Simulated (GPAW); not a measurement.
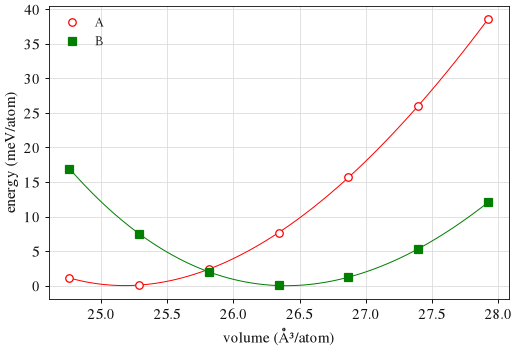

The figure compares two calculations of the energy against volume, each curve from its own zero. The first is for Mg₃Sb₂, space group P-3m1 (No. 164).

The cell holds 5 atoms.

How it was computed, with GPAW 26.7.0: PAW DFT in plane waves, on a grid or in atomic orbitals, no spin polarisation; energies at scaled volumes of the given cell, shape and fractions fixed, counted from the fit's minimum, third-order Birch-Murnaghan fit. Level: LDA.

k mesh 5×5×3; occupations Fermi–Dirac; smearing width 0.05 eV; potentials GPAW PAW data sets (gpaw data 1.2.1); wave cutoff 800 eV; program settings basis pw.

In the second, the level changes from LDA to r2SCAN.

### Which of A and B is the second calculation, and what did the change do?

B. The equilibrium volume rises from 25.18 to 26.40 Å³/atom (+4.8 %) and the bulk modulus falls from 49.5 to 48.1 GPa (−2.8 %).

For LDA, limits of the calculation: shape and atomic fractions are frozen while scaling, which makes layered, chain and framework solids too stiff.

For r2SCAN, limits of the calculation: the fit and the printed pressures don't fully agree, or the minimum lies near the end of the range; shape and atomic fractions are frozen while scaling, which makes layered, chain and framework solids too stiff.

V0 and the bulk modulus come from third-order Birch–Murnaghan fits.
